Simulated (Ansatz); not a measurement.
Hf$_{2}$Si$_{5}$ (slab)

The calculation's input:

```
crystal:
  lattice:
    - [3.6597919922, 0.0, 0.0]
    - [0.0, 3.6825349252, 0.0]
    - [0.0, 0.0, 29.6002249648]
  atoms:
    - { symbol: Si, position: [0.25, 0.5, 0.2533764527] }
    - { symbol: Si, position: [0.75, 0.0, 0.2536543188] }
    - { symbol: Hf, position: [0.75, 0.5, 0.3247677956] }
    - { symbol: Si, position: [0.25, 0.0, 0.3499994561] }
    - { symbol: Si, position: [0.75, 0.0, 0.4035159296] }
    - { symbol: Hf, position: [0.25, 0.5, 0.4287475902] }
    - { symbol: Si, position: [0.25, 0.0, 0.499861067] }
    - { symbol: Si, position: [0.75, 0.5, 0.500138933] }
    - { symbol: Hf, position: [0.75, 0.0, 0.5712524098] }
    - { symbol: Si, position: [0.25, 0.5, 0.5964840704] }
    - { symbol: Si, position: [0.75, 0.5, 0.6500005439] }
    - { symbol: Hf, position: [0.25, 0.0, 0.6752322044] }
    - { symbol: Si, position: [0.25, 0.5, 0.7463456812] }
    - { symbol: Si, position: [0.75, 0.0, 0.7466235473] }
basis:
  ecutwfc: 420
kpoints:
  mp_grid: { grid: [10, 10, 1] }
hamiltonian:
  xc: pbe
scf:
  occupations: { method: gaussian, width: 0.1 }
output:
  forces: true
  eigenvalues: true
  write_density: true
  write_potential: true
  elf: true
  volumetric_format: npy
relax:
  adjacent_minimum: "off"
  f_tol: 0.02
  max_steps: 60
efield:
  axis: 3
  dipole_correction: true
  ramp_width: 0.04
```

Run with:

```sh
ansatz run input.yaml --threads 1 --pin off --max-ram 2560MiB --backend cpu --events-out ev --progress --plain --runs-dir out
```

The fields are those of the run's last geometry, not of the input's.

Computed with Ansatz 0.2.0, DFT PBE, scalar-relativistic, plane waves, PAW.

### What will maps of the valence pseudo-density and electron localisation function show?

Hf–Si (2.71 Å): ρ at the midpoint is about 0.32 e/Å³; the ELF peaks at about 0.80 in the valence shell of Si, 0.9 Å from its nucleus, and is about 0.35 at the midpoint.

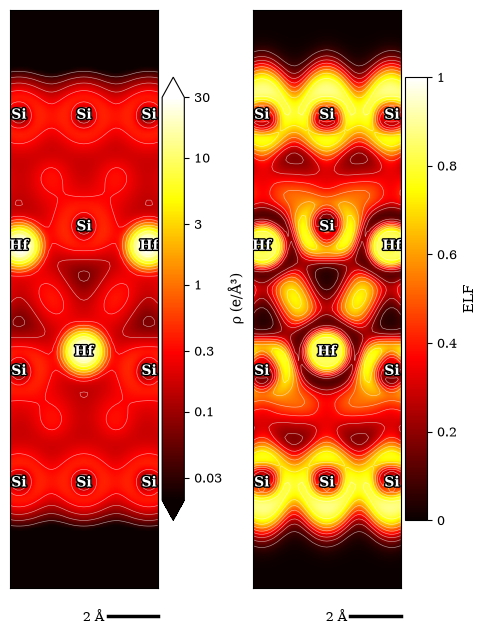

Computed valence pseudo-density and electron localisation function on the (11̄0) plane of the calculation cell, a cut from vacuum to vacuum, in this order. 

The density is the valence pseudo-density of a PAW calculation; it isn't the true density close to the nuclei.
